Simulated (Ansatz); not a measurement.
System: SnSe (space group Fm-3m).

How it was computed, with Ansatz 0.2.0: plane-wave DFT, no spin polarisation; energies at scaled volumes of the given cell, shape and fractions fixed, counted from the fit's minimum, third-order Birch-Murnaghan fit. All runs: no spin polarisation.

```json
{"setting": "k mesh", "value": "8×8×8"}
{"setting": "occupations", "value": "Fermi–Dirac"}
{"setting": "smearing width", "value": "0.05 eV"}
{"setting": "potentials", "value": "Ansatz PAW"}
{"setting": "wave cutoff", "value": "420 eV"}
{"setting": "density cutoff", "value": "1680 eV"}
```

Describe the result: the energy against volume, with one curve for each functional. The cases: BLYP + D3(BJ); revPBE; BPBE.

The fitted equilibrium volumes, smallest first, are BLYP + D3(BJ) 27.185, BPBE 27.675, revPBE 28.461 Å³/atom. The fitted bulk moduli, smallest first, are revPBE 45.0, BPBE 49.3, BLYP + D3(BJ) 49.5 GPa.

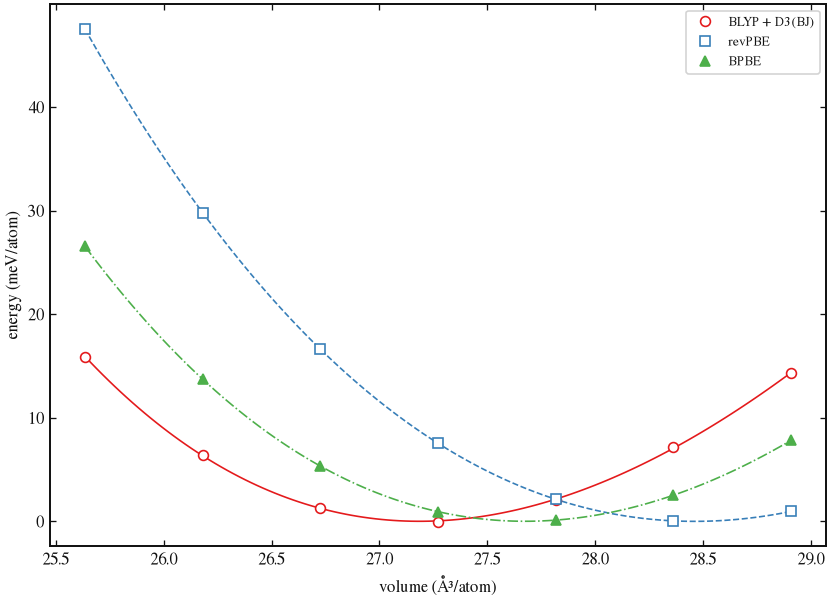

Caveats: the functional was run on potentials made for another functional.
